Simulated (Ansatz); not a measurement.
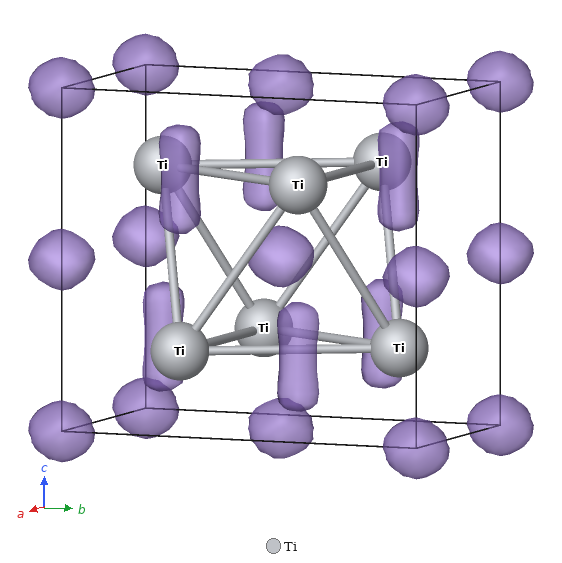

Ti. Isosurface of the electron localisation function at 0.65 (purple), seen slightly off an axis. Only the valence region is drawn (cores and ρ < 0.01 e/Å³ removed). Sticks mark near contacts.

Space group Cmcm; changed on purpose from its base cell (strain +0.0150 x Voigt [0, 1, 0, 0, 0, 0], atoms carried along); computed without spin polarisation.

The calculation used DFT PBE, scalar-relativistic, plane waves, PAW (Ansatz 0.2.0).

Input

```
crystal:
  lattice:
    - [2.9384580613, 0.0, 0.0]
    - [-1.4692290307, 2.5829510189, 0.0]
    - [0.0, 0.0, 4.6506340139]
  atoms:
    - { symbol: Ti, position: [0.3333333333, 0.6666666667, 0.25] }
    - { symbol: Ti, position: [0.6666666667, 0.3333333333, 0.75] }
basis:
  ecutwfc: 420
kpoints:
  mp_grid: { grid: [24, 24, 14] }
hamiltonian:
  xc: pbe
scf:
  occupations: { method: gaussian, width: 0.15 }
output:
  forces: true
  stress: true
  eigenvalues: true
  write_density: true
  write_potential: true
  elf: true
  volumetric_format: npy
```

Launched as:

```sh
ansatz run input.yaml --threads 1 --pin off --max-ram 2560MiB --backend cpu --events-out ev --progress --plain --runs-dir out
```

Below, planes, directions and counts refer to the conventional cell (a = 2.94 Å, b = 5.17 Å, c = 4.65 Å, α = 90.00°, β = 90.00°, γ = 90.00°).

> Describe the localisation domains.

The surface consists of eight pockets between the atoms, centred on no nucleus (multi-centre or interstitial), counted in one cell of 4 atoms. Any copies at cell faces, edges or corners count once. There are no localised bonds or lone pairs at this value. Profiles from the grid: Ti–Ti (2.88 Å): the ELF is about 0.20 at the midpoint: no localised pair shows between them. Ti–Ti (2.94 Å): the ELF is about 0.25 at the midpoint; no shared electron pair shows on this line.

> Metal or insulator at this level of theory?

It is metallic or semimetallic at this level of theory: no gap opens.
